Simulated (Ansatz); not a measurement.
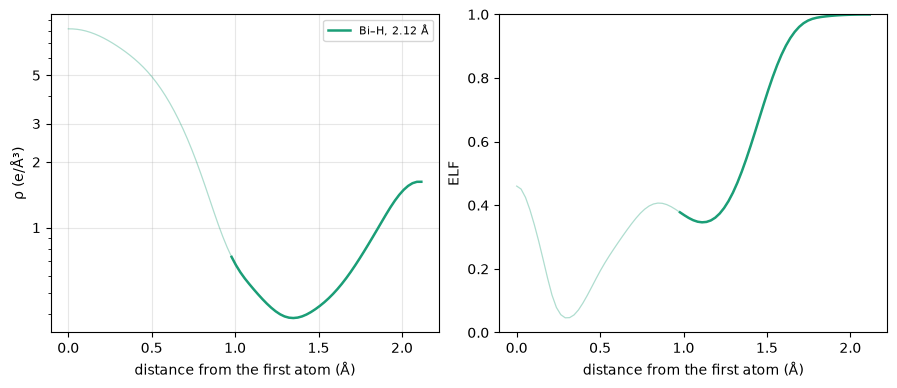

Figure 1: BiH. Valence charge density (pseudo) and ELF along straight lines between neighbouring atoms. Thin, pale parts lie inside the atomic spheres.

Space group C2/m.

Computed with DFT PBE, scalar-relativistic, plane waves, PAW in Ansatz 0.2.0.

Core electrons are frozen (PAW), and the valence fields are smoothed inside the atomic spheres.

Input file:

```
crystal:
  lattice:
    - [3.5983897332, -3.6631705587, 0.6923926473]
    - [3.5983897332, 3.6631705587, 0.6923926473]
    - [-0.6242695975, 0.0, 3.1213168132]
  atoms:
    - { symbol: Bi, position: [0.2562665133, 0.2562665133, -0.0029411754] }
    - { symbol: Bi, position: [0.7437334867, 0.7437334867, 1.0029411754] }
    - { symbol: H, position: [0.3449138287, 0.6550861713, 0.0] }
    - { symbol: H, position: [0.6550861713, 0.3449138287, 0.0] }
basis:
  ecutwfc: 420
kpoints:
  mp_grid: { grid: [8, 8, 12] }
hamiltonian:
  xc: pbe
scf:
  occupations: { method: gaussian, width: 0.1 }
output:
  forces: true
  stress: true
  eigenvalues: true
  write_density: true
  write_potential: true
  elf: true
  volumetric_format: npy
relax:
  adjacent_minimum: "off"
  f_tol: 0.025
  max_steps: 70
  cell: { stress_tol: 0.12 }
```

Launched as:

```sh
ansatz run input.yaml --threads 2 --pin off --max-ram 5120MiB --backend cpu --events-out ev --progress --plain --runs-dir out
```

Below, planes, directions and counts refer to the conventional cell (a = 7.10 Å, b = 7.18 Å, c = 3.29 Å, α = 90.00°, β = 90.24°, γ = 90.00°).

The fields are those of the relaxed geometry.

What can be read from the curves?

Answer. Bi–H (2.12 Å): ρ at the midpoint is about 0.58 e/Å³; the ELF climbs to about 1 towards the hydrogen.
